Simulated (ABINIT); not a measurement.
Geometry relaxation, with input and output: HfN (part 2 of 2)

The same run, continued: HfN (Fm-3m, 2 atoms in the cell); Kohn-Sham DFT of a periodic cell, PBE, JTH PAW PBE v2.0, no spin polarisation (ABINIT 10.8.3); cutoff 707.5 eV, 10×10×10 k-mesh, fermi-dirac of 0.05 eV. The structure derives from an entry of the Crystallography Open Database.

Geometry of the input (Å; fractional positions):
```
0.0000  2.2560  2.2560
2.2560  0.0000  2.2560
2.2560  2.2560  0.0000
Hf 0.0000  0.0000  0.0000
N  0.5000  0.5000  0.5000
```

### Output, continued
```
--- !ResultsGS
iteration_state: {dtset: 1, itime: 2, icycle: 1, }
comment   : Summary of ground state results
lattice_vectors:
- [  0.0000000,   4.1979798,   4.1979798, ]
- [  4.1979798,   0.0000000,   4.1979798, ]
- [  4.1979798,   4.1979798,   0.0000000, ]
lattice_lengths: [   5.93684,    5.93684,    5.93684, ]
lattice_angles: [ 60.000,  60.000,  60.000, ] # degrees, (23, 13, 12)
lattice_volume:   1.4796229E+02
convergence: {deltae:  3.112E-12, res2:  9.735E-11, residm:  8.406E-06, diffor: null, }
etotal    :  -6.01884309E+01
entropy   :   0.00000000E+00
fermie    :   9.70759830E-02
cartesian_stress_tensor: # hartree/bohr^3
- [ -6.73709080E-04,   0.00000000E+00,   0.00000000E+00, ]
- [  0.00000000E+00,  -6.73709080E-04,   0.00000000E+00, ]
- [  0.00000000E+00,   0.00000000E+00,  -6.73709080E-04, ]
pressure_GPa:   1.9821E+01
xred      :
- [  0.0000E+00,   0.0000E+00,   0.0000E+00, Hf]
- [  5.0000E-01,   5.0000E-01,   5.0000E-01,  N]
cartesian_forces: # hartree/bohr
- [ -0.00000000E+00,  -0.00000000E+00,  -0.00000000E+00, ]
- [ -0.00000000E+00,  -0.00000000E+00,  -0.00000000E+00, ]
force_length_stats: {min:   0.00000000E+00, max:   0.00000000E+00, mean:   0.00000000E+00, }
...

 Integrated electronic density in atomic spheres:
 ------------------------------------------------
 Atom  Sphere_radius  Integrated_density
    1        2.41119          9.77835570
    2        1.20497          2.58870953

---OUTPUT-----------------------------------------------------------------------

 Cartesian coordinates (xcart) [bohr]
  0.00000000000000E+00  0.00000000000000E+00  0.00000000000000E+00
  4.19797981458558E+00  4.19797981458558E+00  4.19797981458559E+00
 Reduced coordinates (xred)
  0.00000000000000E+00  0.00000000000000E+00  0.00000000000000E+00
  5.00000000000000E-01  5.00000000000000E-01  5.00000000000000E-01
 Cartesian forces (fcart) [Ha/bohr]; max,rms= 0.00000E+00 0.00000E+00 (free atoms)
 -0.00000000000000E+00 -0.00000000000000E+00 -0.00000000000000E+00
 -0.00000000000000E+00 -0.00000000000000E+00 -0.00000000000000E+00
 Gradient of E wrt nuclear positions in reduced coordinates (gred)
  0.00000000000000E+00  0.00000000000000E+00  0.00000000000000E+00
  0.00000000000000E+00  0.00000000000000E+00  0.00000000000000E+00
 Scale of Primitive Cell (acell) [bohr]
  5.93683998835543E+00  5.93683998835543E+00  5.93683998835543E+00
 Real space primitive translations (rprimd) [bohr]
  0.00000000000000E+00  4.19797981458558E+00  4.19797981458558E+00
  4.19797981458558E+00  0.00000000000000E+00  4.19797981458558E+00
  4.19797981458558E+00  4.19797981458558E+00  0.00000000000000E+00
 Unitary Cell Volume (ucvol) [Bohr^3]=  1.47962286404206E+02
 Angles (23,13,12)= [degrees]
  6.00000000000000E+01  6.00000000000000E+01  6.00000000000000E+01
 Lengths [Bohr]
  5.93683998835543E+00  5.93683998835543E+00  5.93683998835543E+00
 Stress tensor in cartesian coordinates (strten) [Ha/bohr^3]
 -6.73709079666435E-04  0.00000000000000E+00  0.00000000000000E+00
  0.00000000000000E+00 -6.73709079666421E-04  0.00000000000000E+00
  0.00000000000000E+00  0.00000000000000E+00 -6.73709079666407E-04
 Total energy (etotal) [Ha]= -6.01884308519592E+01

 Difference of energy with previous step (new-old):
           Absolute (Ha)= 2.88222E-03
           Relative     = 4.78855E-05

--- Iteration: ( 3/60) Internal Cycle: (1/1)
--------------------------------------------------------------------------------

---SELF-CONSISTENT-FIELD CONVERGENCE--------------------------------------------

--- !BeginCycle
iteration_state: {dtset: 1, itime: 3, icycle: 1, }
solver: {iscf: 17, nstep: 100, nline: 4, wfoptalg: 10, }
tolerances: {tolvrs: 1.00E-09, }
...

     iter   Etot(hartree)      deltaE(h)  residm     nres2
 ETOT  1  -60.188377117157    -6.019E+01 1.154E-04 6.327E-04
 ETOT  2  -60.188377237908    -1.208E-07 4.442E-06 1.234E-04
 ETOT  3  -60.188377150605     8.730E-08 1.867E-06 3.007E-05
 ETOT  4  -60.188377132836     1.777E-08 3.345E-06 7.587E-07
 ETOT  5  -60.188377133721    -8.854E-10 1.393E-06 8.764E-08
 ETOT  6  -60.188377133830    -1.087E-10 2.534E-06 5.467E-09
 ETOT  7  -60.188377133835    -5.123E-12 1.098E-06 9.053E-10

 At SCF step    7       nres2   =  9.05E-10 < tolvrs=  1.00E-09 =>converged.

 Cartesian components of stress tensor (hartree/bohr^3)
  sigma(1 1)= -6.80129493E-04  sigma(3 2)=  0.00000000E+00
  sigma(2 2)= -6.80129493E-04  sigma(3 1)=  0.00000000E+00
  sigma(3 3)= -6.80129493E-04  sigma(2 1)=  0.00000000E+00

--- !ResultsGS
iteration_state: {dtset: 1, itime: 3, icycle: 1, }
comment   : Summary of ground state results
lattice_vectors:
- [  0.0000000,   4.1972292,   4.1972292, ]
- [  4.1972292,   0.0000000,   4.1972292, ]
- [  4.1972292,   4.1972292,   0.0000000, ]
lattice_lengths: [   5.93578,    5.93578,    5.93578, ]
lattice_angles: [ 60.000,  60.000,  60.000, ] # degrees, (23, 13, 12)
lattice_volume:   1.4788293E+02
convergence: {deltae: -5.123E-12, res2:  9.053E-10, residm:  1.098E-06, diffor: null, }
etotal    :  -6.01883771E+01
entropy   :   0.00000000E+00
fermie    :   9.71340099E-02
cartesian_stress_tensor: # hartree/bohr^3
- [ -6.80129493E-04,   0.00000000E+00,   0.00000000E+00, ]
- [  0.00000000E+00,  -6.80129493E-04,   0.00000000E+00, ]
- [  0.00000000E+00,   0.00000000E+00,  -6.80129493E-04, ]
pressure_GPa:   2.0010E+01
xred      :
- [  0.0000E+00,   0.0000E+00,   0.0000E+00, Hf]
- [  5.0000E-01,   5.0000E-01,   5.0000E-01,  N]
cartesian_forces: # hartree/bohr
- [ -0.00000000E+00,  -0.00000000E+00,  -0.00000000E+00, ]
- [ -0.00000000E+00,  -0.00000000E+00,  -0.00000000E+00, ]
force_length_stats: {min:   0.00000000E+00, max:   0.00000000E+00, mean:   0.00000000E+00, }
...

 Integrated electronic density in atomic spheres:
 ------------------------------------------------
 Atom  Sphere_radius  Integrated_density
    1        2.41119          9.77811410
    2        1.20497          2.58813377

---OUTPUT-----------------------------------------------------------------------

 Cartesian coordinates (xcart) [bohr]
  0.00000000000000E+00  0.00000000000000E+00  0.00000000000000E+00
  4.19722917334091E+00  4.19722917334091E+00  4.19722917334091E+00
 Reduced coordinates (xred)
  0.00000000000000E+00  0.00000000000000E+00  0.00000000000000E+00
  5.00000000000000E-01  5.00000000000000E-01  5.00000000000000E-01
 Cartesian forces (fcart) [Ha/bohr]; max,rms= 0.00000E+00 0.00000E+00 (free atoms)
 -0.00000000000000E+00 -0.00000000000000E+00 -0.00000000000000E+00
 -0.00000000000000E+00 -0.00000000000000E+00 -0.00000000000000E+00
 Gradient of E wrt nuclear positions in reduced coordinates (gred)
  0.00000000000000E+00  0.00000000000000E+00  0.00000000000000E+00
  0.00000000000000E+00  0.00000000000000E+00  0.00000000000000E+00
 Scale of Primitive Cell (acell) [bohr]
  5.93577842132673E+00  5.93577842132673E+00  5.93577842132673E+00
 Real space primitive translations (rprimd) [bohr]
  0.00000000000000E+00  4.19722917334091E+00  4.19722917334091E+00
  4.19722917334091E+00  0.00000000000000E+00  4.19722917334091E+00
  4.19722917334091E+00  4.19722917334091E+00  0.00000000000000E+00
 Unitary Cell Volume (ucvol) [Bohr^3]=  1.47882929136361E+02
 Angles (23,13,12)= [degrees]
  6.00000000000000E+01  6.00000000000000E+01  6.00000000000000E+01
 Lengths [Bohr]
  5.93577842132673E+00  5.93577842132673E+00  5.93577842132673E+00
 Stress tensor in cartesian coordinates (strten) [Ha/bohr^3]
 -6.80129493460579E-04  0.00000000000000E+00  0.00000000000000E+00
  0.00000000000000E+00 -6.80129493460579E-04  0.00000000000000E+00
  0.00000000000000E+00  0.00000000000000E+00 -6.80129493460566E-04
 Total energy (etotal) [Ha]= -6.01883771338353E+01

 Difference of energy with previous step (new-old):
           Absolute (Ha)= 5.37181E-05
           Relative     = 8.92500E-07

 At Broyd/MD step   3, gradients are converged :
  max grad (force/stress) = 3.4329E-05 < tolmxf= 5.0000E-05 ha/bohr (free atoms)

================================================================================

 ----iterations are completed or convergence reached----

 Mean square residual over all n,k,spin=   38.393E-10; max=  10.983E-07
 reduced coordinates (array xred) for    2 atoms
       0.000000000000      0.000000000000      0.000000000000
       0.500000000000      0.500000000000      0.500000000000
 rms dE/dt=  0.0000E+00; max dE/dt=  0.0000E+00; dE/dt below (all hartree)
    1       0.000000000000      0.000000000000      0.000000000000
    2       0.000000000000      0.000000000000      0.000000000000

 cartesian coordinates (angstrom) at end:
    1      0.00000000000000     0.00000000000000     0.00000000000000
    2      2.22107802596244     2.22107802596244     2.22107802596244

 cartesian forces (hartree/bohr) at end:
    1     -0.00000000000000    -0.00000000000000    -0.00000000000000
    2     -0.00000000000000    -0.00000000000000    -0.00000000000000
 frms,max,avg= 0.0000000E+00 0.0000000E+00   0.000E+00  0.000E+00  0.000E+00 h/b

 cartesian forces (eV/Angstrom) at end:
    1     -0.00000000000000    -0.00000000000000    -0.00000000000000
    2     -0.00000000000000    -0.00000000000000    -0.00000000000000
 frms,max,avg= 0.0000000E+00 0.0000000E+00   0.000E+00  0.000E+00  0.000E+00 e/A
 length scales=  5.935778421327  5.935778421327  5.935778421327 bohr
              =  3.141078667405  3.141078667405  3.141078667405 angstroms
 Fermi (or HOMO) energy (eV) =   2.64315   Average Vxc (eV)= -13.13521
 Eigenvalues (   eV  ) for nkpt=  47  k points:
 kpt#   1, nband= 13, wtk=  0.00100, kpt=  0.0000  0.0000  0.0000 (reduced coord)
 -59.95909  -28.32673  -28.32673  -28.32673  -15.20873   -0.49152   -0.49152   -0.49152
   2.22331    2.22331    2.22331    4.69922    4.88503
 prteigrs : prtvol=0 or 1, do not print more k-points.

--- !EnergyTerms
iteration_state     : {dtset: 1, itime: 3, icycle: 1, }
comment             : Components of total free energy in Hartree
kinetic             :  1.15169454786739E+01
hartree             :  5.81479391083434E+00
xc                  : -1.18580601124058E+01
Ewald energy        : -5.39409214571240E+01
psp_core            :  1.10267867087978E+01
local_psp           : -3.87306934802347E+00
PAW spherical_terms : -1.88746264004735E+01
internal            : -6.01881512197209E+01
'-kT*entropy'       : -2.29757962638597E-04
total_energy        : -6.01883809776835E+01
total_energy_eV     : -1.63780928230400E+03
...

--- !EnergyTermsDC
iteration_state     : {dtset: 1, itime: 3, icycle: 1, }
comment             : '"Double-counting" decomposition of free energy'
band_energy         : -1.24188440589297E+01
Ewald energy        : -5.39409214571240E+01
psp_core            :  1.10267867087978E+01
xc_dc               : -1.03912880203925E+01
PAW spherical_terms :  5.53611945177569E+00
internal            : -6.01881473758726E+01
'-kT*entropy'       : -2.29757962638597E-04
total_energy_dc     : -6.01883771338353E+01
total_energy_dc_eV  : -1.63780917770756E+03
...

--- !EnergyTermsWithPAWCore
iteration_state     : {dtset: 1, itime: 3, icycle: 1, }
comment             : 'Components of total free energy, including PAW core contributions'
Total energy        : -1.51333700667934E+04
Total energy DC     : -1.51333700629496E+04
Total energy (eV)   : -4.11799978090883E+05
Total energy DC (eV): -4.11799977986287E+05
...

 Cartesian components of stress tensor (hartree/bohr^3)
  sigma(1 1)= -6.80129493E-04  sigma(3 2)=  0.00000000E+00
  sigma(2 2)= -6.80129493E-04  sigma(3 1)=  0.00000000E+00
  sigma(3 3)= -6.80129493E-04  sigma(2 1)=  0.00000000E+00

-Cartesian components of stress tensor (GPa)         [Pressure=  2.0010E+01 GPa]
- sigma(1 1)= -2.00101005E+01  sigma(3 2)=  0.00000000E+00
- sigma(2 2)= -2.00101005E+01  sigma(3 1)=  0.00000000E+00
- sigma(3 3)= -2.00101005E+01  sigma(2 1)=  0.00000000E+00

== END DATASET(S) ==============================================================
================================================================================

 -outvars: echo values of variables after computation  --------
            acell      5.9357784213E+00  5.9357784213E+00  5.9357784213E+00 Bohr
           etotal     -6.0188377134E+01
            fcart     -0.0000000000E+00 -0.0000000000E+00 -0.0000000000E+00
                      -0.0000000000E+00 -0.0000000000E+00 -0.0000000000E+00
            rprim      0.0000000000E+00  7.0710678119E-01  7.0710678119E-01
                       7.0710678119E-01  0.0000000000E+00  7.0710678119E-01
                       7.0710678119E-01  7.0710678119E-01  0.0000000000E+00
           strten     -6.8012949346E-04 -6.8012949346E-04 -6.8012949346E-04
                       0.0000000000E+00  0.0000000000E+00  0.0000000000E+00
           xangst      0.0000000000E+00  0.0000000000E+00  0.0000000000E+00
                       2.2210780260E+00  2.2210780260E+00  2.2210780260E+00
             xred      0.0000000000E+00  0.0000000000E+00  0.0000000000E+00
                       5.0000000000E-01  5.0000000000E-01  5.0000000000E-01
 Calculation completed.
```

### Trajectory as extended XYZ (Å, eV, eV/Å), 3 frames, from step=0 to step=2
```
2
Lattice="0.0000 2.2560 2.2560 2.2560 0.0000 2.2560 2.2560 2.2560 0.0000" Properties=species:S:1:pos:R:3:forces:R:3 step=0 energy=-1637.88907
Hf    0.0000    0.0000    0.0000    0.0000   0.0000   0.0000
N     2.2560    2.2560    2.2560    0.0000   0.0000   0.0000
2
Lattice="0.0000 2.2215 2.2215 2.2215 0.0000 2.2215 2.2215 2.2215 0.0000" Properties=species:S:1:pos:R:3:forces:R:3 step=1 energy=-1637.81064
Hf    0.0000    0.0000    0.0000    0.0000   0.0000   0.0000
N     2.2215    2.2215    2.2215    0.0000   0.0000   0.0000
2
Lattice="0.0000 2.2211 2.2211 2.2211 0.0000 2.2211 2.2211 2.2211 0.0000" Properties=species:S:1:pos:R:3:forces:R:3 step=2 energy=-1637.80918
Hf    0.0000    0.0000    0.0000    0.0000   0.0000   0.0000
N     2.2211    2.2211    2.2211    0.0000   0.0000   0.0000
```

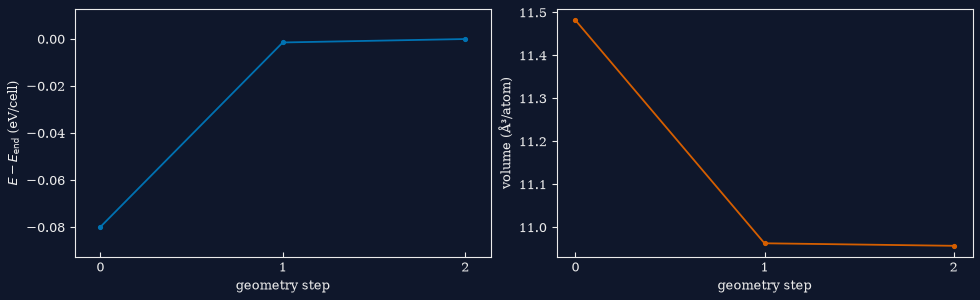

Fig. 1: Progress of the relaxation, step by step (steps are counted from 0).

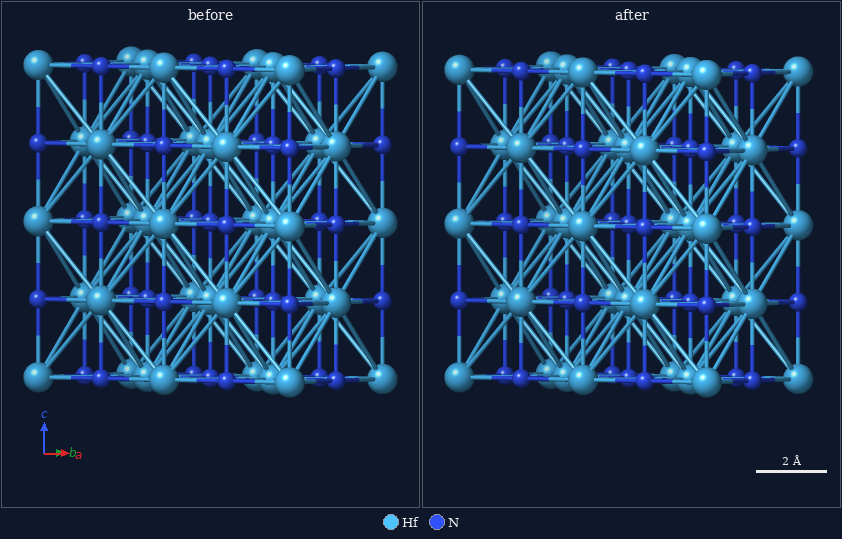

Fig. 2: Before (left) and after (right) the relaxation, at one scale (ball-and-stick view of the cell 4 times as large as that of the calculation, set on its symmetry axes, repeated 2 × 1 × 2, seen at an oblique angle). After 2 geometry steps the energy has risen by 79.9 meV per cell of the calculation. All forces vanish by symmetry, so only the cell relaxes. No atom moves by more than 0.005 Å relative to the cell. Cell: a = b = c 4.512 → 4.442 Å (−1.5 %). Volume −4.6 %. Distances before and after: Hf1–Hf1 3.190 → 3.141 Å, Hf1–N2 2.256 → 2.221 Å. The space group stays Fm-3m (No. 225). (Atoms are counted from 1 in the order of the input.)

### Results in brief

| quantity | value |
| --- | --- |
| outcome | converged |
| space group (tolerance 0.01 Å) | Fm-3m (225) |
| electrons treated | 17 |
| free energy | −1637.8092 eV |
| Fermi energy | 2.643 eV |
| gap on the k-point mesh | none (metallic) |
| pressure | 20.01 GPa |
| final volume | 21.91 Å³ |
| largest force (length of the vector) at the end | under 0.001 eV/Å |
| final cell | a = 3.141 Å, b = 3.141 Å, c = 3.141 Å, α = 60.00°, β = 60.00°, γ = 60.00° |
| hardware | 1 thread of Intel Xeon (Granite Rapids), 128 GiB of memory available, shared host |
| wall time | 53 s |
| peak memory | 0.16 GiB |

### Remarks

Spin–orbit coupling is left out, which matters for Hf. The cell holds an odd number of electrons but the run has no spin polarisation, so a band is left half filled. The cell is under a pressure of 20 GPa at this level, so it is not at its equilibrium volume.
